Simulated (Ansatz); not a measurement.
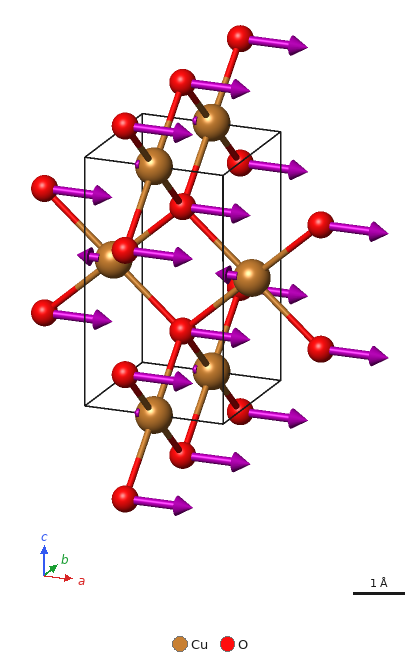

One vibrational mode of solid CuO at the zone centre. The purple arrows give the relative displacements of the atoms. A ball-and-stick model of the cell of the calculation, seen from a free direction.

Method: Ansatz 0.2.0, DFT PBE, scalar-relativistic, plane waves, PAW. (plane-wave cutoff 420 eV; k-point mesh 16 × 16 × 10; occupations fermi dirac; smearing width 0.15 eV; no spin polarisation)

The frequencies depend somewhat on the k-mesh and the smearing.

Q: Give the symmetry, activity and frequency of this mode.

A: This is the E_u mode (doubly degenerate; one member of the set is drawn) at 452 cm⁻¹, optical level 4 of 6, counted from below, infrared-active by symmetry. All motion is along a; it stretches the shortest Cu–O bonds (1.96 Å); the kinetic energy is shared as O 75 %, Cu 25 %. The crystal is a metal, so free carriers screen the infrared response.
